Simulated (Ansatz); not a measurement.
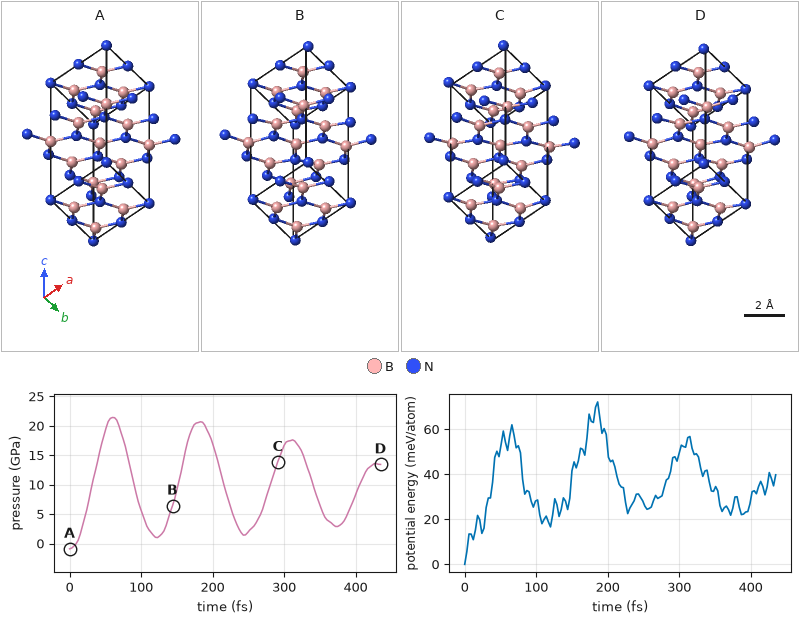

First-principles dynamics of a 16-atom cell of BN (set up in P-6m2), 435 fs long. Frames (A at 0 fs, B at 144 fs, C at 291 fs, D at 435 fs) and the history of the run. Style: ball-and-stick. Shown: the simulation cell, from a free direction. Bonds to atoms that aren't drawn are left out.

The calculation used DFT PBE+D3(BJ), scalar-relativistic, plane waves, PAW (Ansatz 0.2.0). Run with plane-wave cutoff 420 eV; k-point mesh 2 × 2 × 2; Fermi-Dirac smearing 0.02 eV; Langevin thermostat and barostat (NPT); set temperature 200 K; time step 3 fs; friction 0.005 per fs; target pressure 10 GPa.

Input file:
```yaml
crystal:
  lattice:
    - [2.5099983704, -4.3474447044, 0.0]
    - [-5.0199967408, 0.0, 0.0]
    - [0.0, 0.0, -6.69]
  atoms:
    - { symbol: B, position: [0.5, 0.5, 0.5] }
    - { symbol: B, position: [0.0, 0.5, 0.5] }
    - { symbol: B, position: [0.5, 0.0, 0.5] }
    - { symbol: B, position: [0.0, 0.0, 0.5] }
    - { symbol: B, position: [0.1666666667, 0.3333333333, 0.0] }
    - { symbol: B, position: [0.6666666667, 0.3333333333, 0.0] }
    - { symbol: B, position: [0.1666666667, 0.8333333333, 0.0] }
    - { symbol: B, position: [0.6666666667, 0.8333333333, 0.0] }
    - { symbol: "N", position: [0.5, 0.5, 0.0] }
    - { symbol: "N", position: [0.0, 0.5, 0.0] }
    - { symbol: "N", position: [0.5, 0.0, 0.0] }
    - { symbol: "N", position: [0.0, 0.0, 0.0] }
    - { symbol: "N", position: [0.3333333333, 0.1666666667, 0.5] }
    - { symbol: "N", position: [0.8333333333, 0.1666666667, 0.5] }
    - { symbol: "N", position: [0.3333333333, 0.6666666667, 0.5] }
    - { symbol: "N", position: [0.8333333333, 0.6666666667, 0.5] }
basis:
  ecutwfc: 420
kpoints:
  mp_grid: { grid: [2, 2, 2], shift: [0.5, 0.5, 0.5] }
hamiltonian:
  xc: pbe
  dispersion: d3bj
scf:
  occupations: { method: fermi_dirac, width: 0.02 }
  lower_state_search: "off"
  convergence: { dr2_threshold: 1.0e-07 }
output:
  forces: true
  stress: true
md:
  timestep: 3.0
  n_steps: 145
  ensemble: npt_langevin
  temperature: 200.0
  initial_velocities: maxwell_boltzmann
  seed: 92821
  friction: 0.005
  pressure: 10.0
```

Launched with:
```bash
ansatz run input.yaml --threads 4 --pin off --max-ram 5120MiB --backend cpu --events-out ev --progress --plain --runs-dir out
```

Q: Describe the run.

A: Over the second half the temperature averages 183 K (spread ±25 K). The potential energy in the second half lies on average 34.3 meV per atom above the first frame. The mean pressure there is 8.8 GPa. The volume ends −5.4 % from the start. Root-mean-square distances from the starting positions over the second half, with the common drift of all atoms taken out: B 0.18 Å, N 0.18 Å. That is small against the typical shortest distance between atoms in the first frame, about 1.4 Å: the atoms vibrate about their sites and the arrangement holds. The conserved quantity stays between −1.4 and 1.5 meV per atom of its start. A straight-line fit has a slope that amounts to −0.86 meV per atom over 435 fs (3.8 % of the mean kinetic energy), and the ripple about it is 11 % of the kinetic energy's fluctuation. That is tolerable for a short run, though not tight (an offset or drift over 2 % of the kinetic energy, or a ripple over 7 %). The time step of 3 fs is long for the fastest vibrations here (lightest element boron).

The run took of the order of 8 core-minutes on a shared host.
